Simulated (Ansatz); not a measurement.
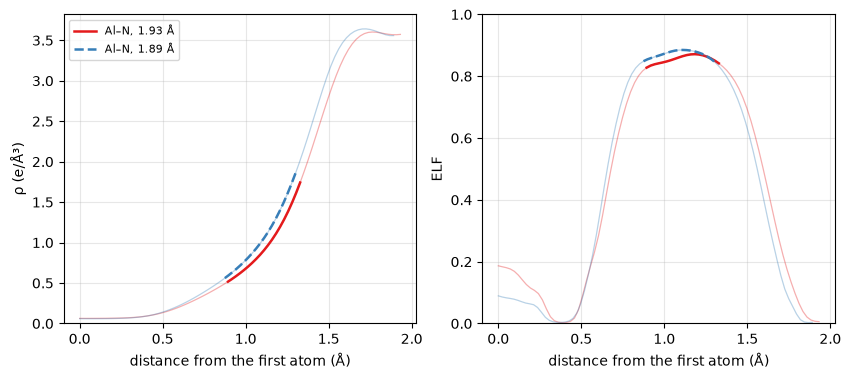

*Al4N3. Valence pseudo-density and ELF along straight lines between neighbouring atoms. Thin, pale parts lie inside the atomic spheres.*

Space group P1; a generated structure, not necessarily the stable one.

Method: Ansatz 0.2.0, DFT PBE, scalar-relativistic, plane waves, PAW.

In a PAW calculation such maps are meaningful between the atoms, not at the nuclei.

Question: What can be read from the curves?

Answer: Al–N (1.93 Å): ρ is about 0.62 e/Å³ halfway; the ELF peaks at about 0.85 in the valence shell of N, 0.7 Å from its nucleus, and is about 0.85 at the midpoint.
Al–N (1.89 Å): the density is about 0.68 e/Å³ at the midpoint; the ELF peaks at about 0.90 in the valence shell of N, 0.8 Å from its nucleus, and is about 0.85 at the midpoint.
